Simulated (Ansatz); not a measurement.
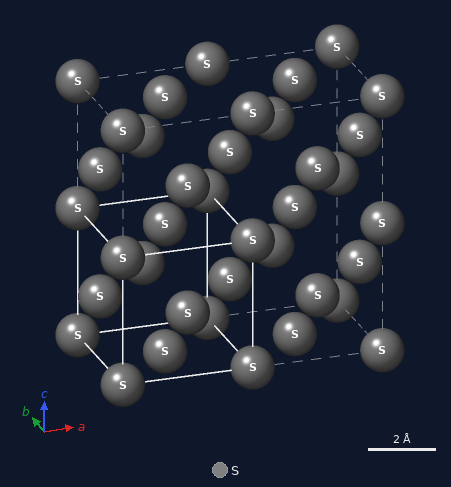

Drawn in the spheres-only manner and seen from a general direction. The conventional unit cell (solid box) is repeated to 2×1×2 cells.

- The element is sulfur.
- It belongs to space group Fm-3m (No. 225) and has a face-centred cubic lattice.
- Type of structure: face-centred cubic (Cu type).
- The cell holds four atoms.
- S sits among twelve S in a cuboctahedral arrangement at about 2.9 Å.

The cell started as a structure listed in the Materials Project. The cell was then strained or its atoms displaced on purpose. It was the input of a calculation with Ansatz.

At this level of theory the cell isn't at rest (stretched, at -9 GPa), so its distances can differ from those at equilibrium, the more so the softer the solid.
